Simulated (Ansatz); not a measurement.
# Gap against strain: armchair SiC nanoribbon (N = 10, H edges)

How it was computed: Ansatz 0.2.0, plane waves with PAW datasets, PBE, Fermi-Dirac smearing of 0.05 eV, no spin-orbit coupling. The period is scaled from its relaxed value of 5.379 Å and the atoms relax, within the symmetry of the start, at each strain ε (in %); gaps, in eV, are read on a band path.

| period (Å) | energy (eV a cell) | place of the conduction minimum (Γ = 0, Z = 1) | ε | gap |
| --- | --- | --- | --- | --- |
| 5.164 | +0.608 | 0.80 | −4 | 2.451 |
| 5.272 | +0.150 | 0.00 | −2 | 2.448 |
| 5.379 | 0.000 | 0.00 | 0 | 2.367 |
| 5.595 | +0.574 | 0.00 | 4 | 2.202 |
| 5.702 | +1.268 | 0.00 | 6 | 2.09 |

One run is withheld: period (Å) = 5.487, with ε = 2. Fit a straight line gap = a + b × ε to the 5 rows shown and predict it.

**Fit.** The means are 0.8 for ε and 2.311 for gap. The sum of products of deviations is −2.598 and the sum of squares in ε is 68.8, so b = −2.598 / 68.8 = −0.03777 and a = 2.311 − (−0.03777) × 0.8 = 2.342. The residuals' standard deviation, with 3 degrees of freedom, is σ = 0.037.

**Prediction.** gap = 2.342 + (−0.03777) × 2 = 2.266. The run gave 2.288, so the prediction less the run is −0.022. The standard error of a prediction there, σ√(1 + 1/5 + (2 − 0.8)²/68.8), is 0.041, and the miss is 0.53 times that, for a point between the fitted rows. With so few rows σ is itself uncertain.

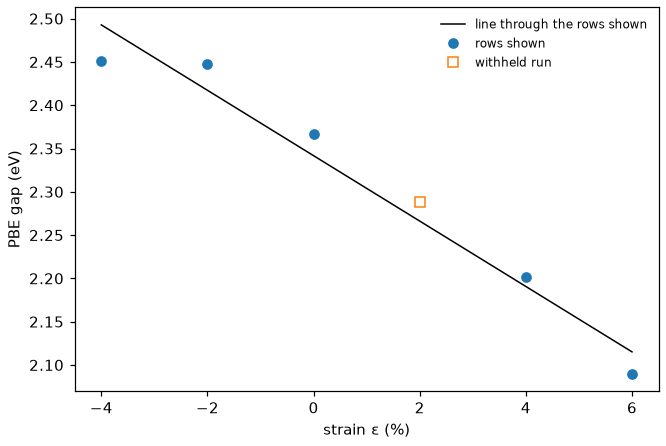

The fitted line, the rows shown and the withheld run.

The gap narrows at every step from compression to tension. The conduction minimum changes its place within the series, which a single slope can't follow.

Caveats: Kohn-Sham gaps of a wire among periodic images, which in a check on one flat ribbon (7 Å apart) lowered the gap by 0.2 eV and flattened the slope; the slope b × 100 is a mean deformation potential of the gap, in eV per unit strain. Between neighbouring runs it lies between −5.6 and −0.2 eV, so a bend, a kink or scatter between runs makes one line a rough account. The unstrained row comes from a denser mesh than the others, which shifts its energy a little. Series of this kind are told only where this holds: a gap at every strain (compound wires with polar facets were set aside first). 88 of 101 did.
